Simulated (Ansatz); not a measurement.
A series of calculations on TiCo2

Part 1: One mode

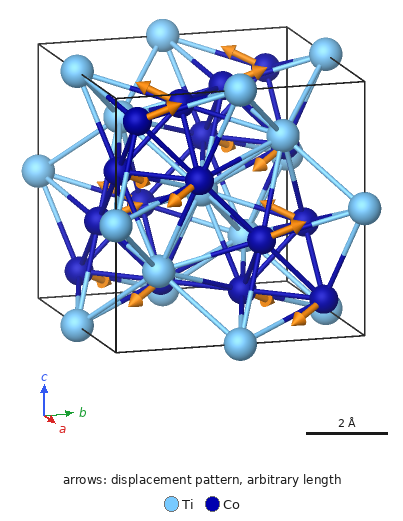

One vibrational mode of solid TiCo$_{2}$ at the zone centre. The orange arrows are the displacements of the atoms (eigenvector over the root of the mass), of arbitrary overall length and sign. A ball-and-stick model of the conventional cell (4 times the calculation's cell), seen slightly off an axis. Lengths and directions refer to the drawn axes.

The calculation used Ansatz, DFT LDA, scalar-relativistic, plane waves, PAW. Settings: plane-wave cutoff 420 eV; k-point mesh 10 × 10 × 10; occupations fermi dirac; smearing width 0.15 eV; no spin polarisation.

The frequencies depend somewhat on the k-mesh and the smearing.

**What mode is this, and where does it lie in the spectrum?**

This is the E_u mode (doubly degenerate; one member of the set is drawn) at 26.2 meV, optical level 3 of 6, counted from below, silent by symmetry (neither infrared- nor Raman-active). The Ti atoms stay at rest; atoms of one kind move against one another, with no net shift of their sublattice.

Limits of the set-up: an element that often carries a moment was run without spin polarisation.

Part 2: One mode

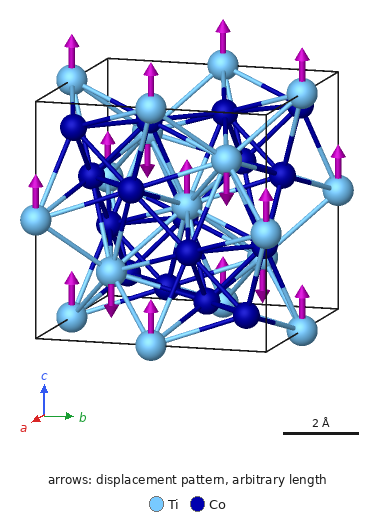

One vibrational mode of a crystal of TiCo2 at 0.98 times its rest volume at the zone centre. The purple arrows are the displacements of the atoms (eigenvector over the root of the mass), of arbitrary overall length and sign. A ball-and-stick model of the conventional cell (4 times the calculation's cell), seen slightly off an axis. Lengths and directions refer to the drawn axes.

All numbers below come from Ansatz, DFT LDA, scalar-relativistic, plane waves, PAW.

Input file:
```yaml
crystal:
  lattice:
    - [0.0, 3.2256218286, 3.2256218286]
    - [3.2256218286, 0.0, 3.2256218286]
    - [3.2256218286, 3.2256218286, 0.0]
  atoms:
    - { symbol: Ti, position: [0.5, 0.5, 0.5] }
    - { symbol: Ti, position: [0.75, 0.75, 0.75] }
    - { symbol: Co, position: [0.125, 0.125, 0.125] }
    - { symbol: Co, position: [0.625, 0.125, 0.125] }
    - { symbol: Co, position: [0.125, 0.125, 0.625] }
    - { symbol: Co, position: [0.125, 0.625, 0.125] }
basis:
  ecutwfc: 420
kpoints:
  mp_grid: { grid: [10, 10, 10] }
hamiltonian:
  xc: lda
scf:
  occupations: { method: fermi_dirac, width: 0.15 }
output:
  eigenvalues: true
phonons:
  method: dfpt
  eigenvectors: true
```

Command:
```bash
ansatz run input.yaml --threads 2 --pin off --max-ram 6144MiB --backend cpu --events-out ev --progress --plain --runs-dir out
```

The frequencies depend somewhat on the k-mesh and the smearing.

**Describe the mode and give its frequency.**

This is the T₂g mode (triply degenerate; one member of the set is drawn) at 31.1 meV, optical level 4 of 6, counted from below (1 lower level is imaginary, so the structure is unstable), Raman-active by symmetry. The Co atoms stay at rest; all motion is along c; atoms of one kind move against one another, with no net shift of their sublattice.

Limits of the set-up: an element that often carries a moment was run without spin polarisation.

Part 3: Softest mode

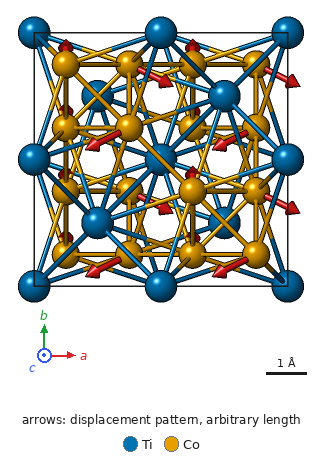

The lowest optical mode of solid TiCo₂ relaxed at 2 GPa, space group Fd-3m (No. 227), at the zone centre. Displacements are drawn as red arrows; their common scale and sign are arbitrary. The picture is a ball-and-stick view of the conventional cell (4 times the calculation's cell), seen along the c axis. Lengths and directions refer to the drawn axes.

Level of theory: Ansatz 0.2.0, DFT LDA, scalar-relativistic, plane waves, PAW.

Input file:
```yaml
crystal:
  lattice:
    - [0.0, 3.2388287247, 3.2388287247]
    - [3.2388287247, 0.0, 3.2388287247]
    - [3.2388287247, 3.2388287247, 0.0]
  atoms:
    - { symbol: Ti, position: [0.5, 0.5, 0.5] }
    - { symbol: Ti, position: [0.75, 0.75, 0.75] }
    - { symbol: Co, position: [0.125, 0.125, 0.125] }
    - { symbol: Co, position: [0.625, 0.125, 0.125] }
    - { symbol: Co, position: [0.125, 0.125, 0.625] }
    - { symbol: Co, position: [0.125, 0.625, 0.125] }
basis:
  ecutwfc: 420
kpoints:
  mp_grid: { grid: [10, 10, 10] }
hamiltonian:
  xc: lda
scf:
  occupations: { method: fermi_dirac, width: 0.15 }
output:
  eigenvalues: true
phonons:
  method: dfpt
  eigenvectors: true
```

Command:
```bash
ansatz run input.yaml --threads 2 --pin off --max-ram 6144MiB --backend cpu --events-out ev --progress --plain --runs-dir out
```

The frequencies depend somewhat on the k-mesh and the smearing.

**Is the structure stable against all modes at this point?**

No. This is the T₂u mode (triply degenerate; one member of the set is drawn) at 19i cm⁻¹, the lowest optical level, silent by symmetry (neither infrared- nor Raman-active). The Ti atoms stay at rest; atoms of one kind move against one another, with no net shift of their sublattice. The frequency is imaginary, so the structure is unstable against this distortion. Freezing in the drawn pattern lowers the space group from Fd-3m to Ima2 (No. 46).

Limits of the set-up: an element that often carries a moment was run without spin polarisation.
